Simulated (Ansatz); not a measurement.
Cell and atoms:

```
CELL_PARAMETERS angstrom
3.20567 0.00000 0.00000
-1.60284 2.77620 0.00000
0.00000 0.00000 12.95920
ATOMIC_POSITIONS crystal
W 0.66667 0.33333 0.75000
W 0.33333 0.66667 0.25000
Se 0.33333 0.66667 0.88097
Se 0.66667 0.33333 0.38097
Se 0.33333 0.66667 0.61903
Se 0.66667 0.33333 0.11903
```

Q: Give a crystallographic description of this input.

A: The solid is WSe₂. Space group: P6_3/mmc (No. 194). Lattice: primitive hexagonal. The structure is of the kind named 2H molybdenite (MoS₂) type. Atoms per cell: 6 (2 W, 4 Se). The coordination shell of W holds six Se in a trigonal prismatic arrangement at 2.51 Å. About every Se there are three W in a trigonal pyramidal arrangement at 2.51 Å. Not all metal-metal contacts are counted. The bonds build WSe2 layers parallel to (001).

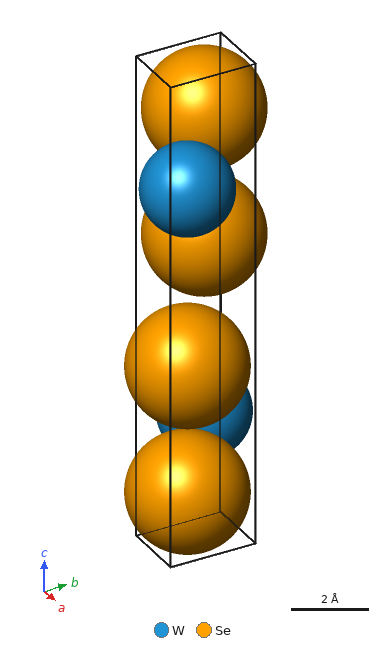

Drawn in the space-filling manner and seen slightly off an axis. Thin lines show the conventional unit cell, with boundary atoms drawn in all their periodic places.

Origin of the cell: a structure listed in the Materials Project. The cell was then strained or its atoms displaced on purpose. A calculation with Ansatz used it as input.
